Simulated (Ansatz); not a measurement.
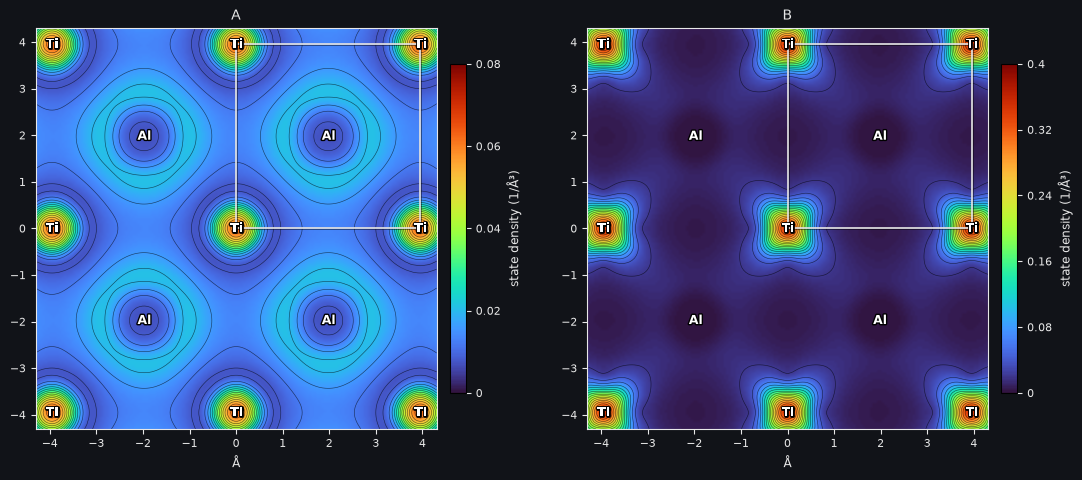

TiAl3: densities of the states in two energy windows, on the (010) plane of the conventional cell.

Space group Pm-3m. The cell comes from a database of computed structures, not from a measurement.

The calculation used DFT PBEsol, scalar-relativistic, plane waves, PAW in Ansatz 0.2.0.

Core electrons are frozen (PAW), so the fields are smoothed inside the atomic spheres.

**Match the panels to the energy ranges (zero at the Fermi level): −7.2 to −3.6 eV and −1.2 to 0.0 eV.**

Panel A: −7.2 to −3.6 eV, the middle third of the occupied valence band, mainly Al 3p (55 %), Al 3s (30 %) and Ti 3d (10 %).
Panel B: −1.2 to 0.0 eV, the filled states just under the Fermi level, mainly Ti 3d (60 %) and Al 3p (30 %).
The characters are Löwdin shares on a minimal set of atomic orbitals. At the bottom of an sp band the diffuse p orbitals of such a set take a share of s-like charge between the atoms, so the p share there is overstated.
